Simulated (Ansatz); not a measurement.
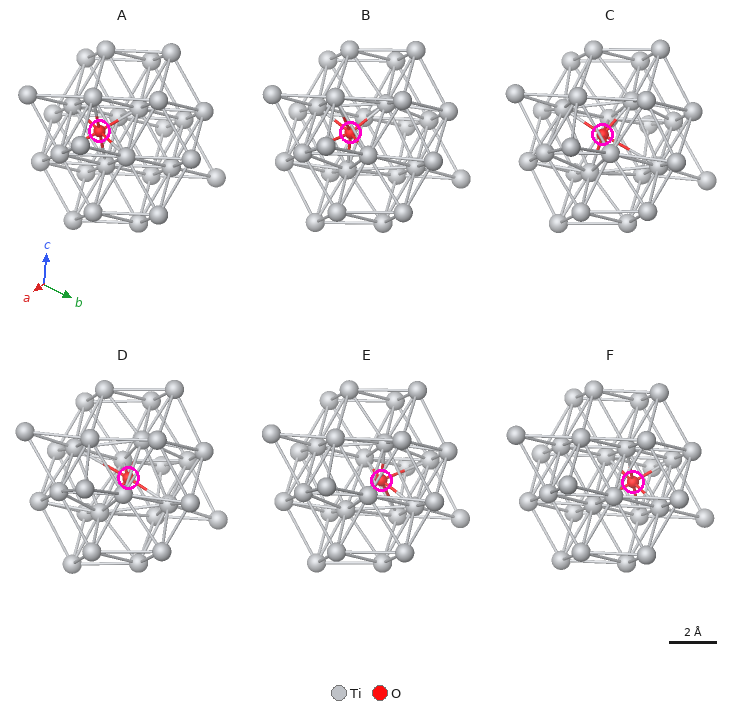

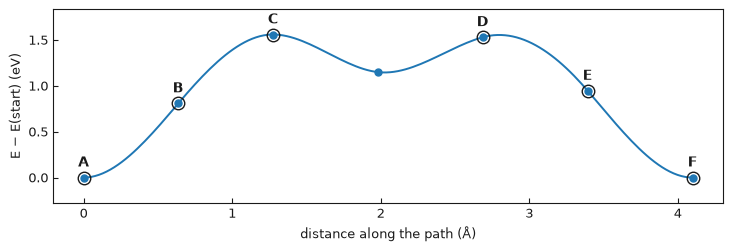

A nudged-elastic-band calculation for a defect cell of composition Ti16O (17 atoms in the cell). Images are numbered from 0 (start) to 6 (end). Frames A to F are images 0, 1, 2, 4, 5, 6. Style: ball-and-stick. Shown: the atoms within 5.1 Å of the middle of the path, slightly off an axis. The moving atom is ringed, with any periodic copies. Bonds to atoms that aren't drawn are left out.

The calculation used Ansatz 0.2.0, DFT PBE, scalar-relativistic, plane waves, PAW. Run with plane-wave cutoff 420 eV; k-point mesh 4 × 4 × 4; Gaussian smearing 0.1 eV; 5 movable images; climbing image.

Read off the barrier and say what moves.

The path has more than one stage, and so few images may leave a stage unresolved. The O atom travels furthest, 2.91 Å from end to end, along [−1 1 0], on a straight line. At the highest image its nearest neighbour (Ti) is 1.94 Å away, against 2.09 Å at the start, and the surrounding atoms stand up to 0.39 Å off the mean of their end positions. The barrier is about 1.56 eV in both directions, with image 2 at the top; the ends have the same energy. The profile has 2 maxima (images 2, 4) with a dip at image 3 (+1.15 eV), so the process runs in steps. The band converged in 9 iterations. The largest component of the band force went from 15 to 0.043 eV/Å. The climbing image converged on the top of the path. Its curvatures weren't checked.

Limits of the set-up: the periodic images lie only 7.1 Å apart, so the values are limited by the cell's size.

Cost: 20 min on 4 threads of Oxide Virtual Turin-like Processor (Zen 5), on a shared host, peak memory 4.3 GiB.
